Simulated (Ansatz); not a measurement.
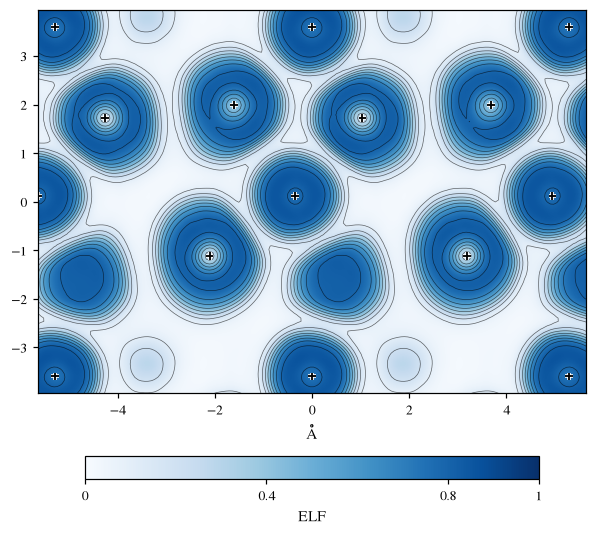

The electron localisation function on a plane through atoms (crosses mark nuclei in the plane).

Method: DFT PBE, scalar-relativistic, plane waves, PAW in Ansatz.

Candidates:
A. GaAs, a = 3.99 Å, b = 3.99 Å, c = 5.68 Å, α = 90.00°, β = 90.00°, γ = 90.00°. Space group I-4m2; a generated structure, not necessarily the stable one.
B. HfO₂, a = 5.29 Å, b = 5.07 Å, c = 5.10 Å, α = 90.00°, β = 90.00°, γ = 90.00°. Space group Pca2₁; a generated structure, not necessarily the stable one.

Question: Which candidate gave the map?

Answer: Candidate B: HfO₂ on the (011) plane of the conventional cell, which holds Hf and O. Hf–O (2.13 Å): the ELF peaks at about 0.85 in the valence shell of O, 0.6 Å from its nucleus, and drops to about 0.20 between the two atoms (no shared electron pair shows on this line). Hf–O (2.26 Å): the ELF peaks at about 0.85 in the valence shell of O, 0.6 Å from its nucleus, and drops to about 0.15 between the two atoms (no localised pair shows between them).
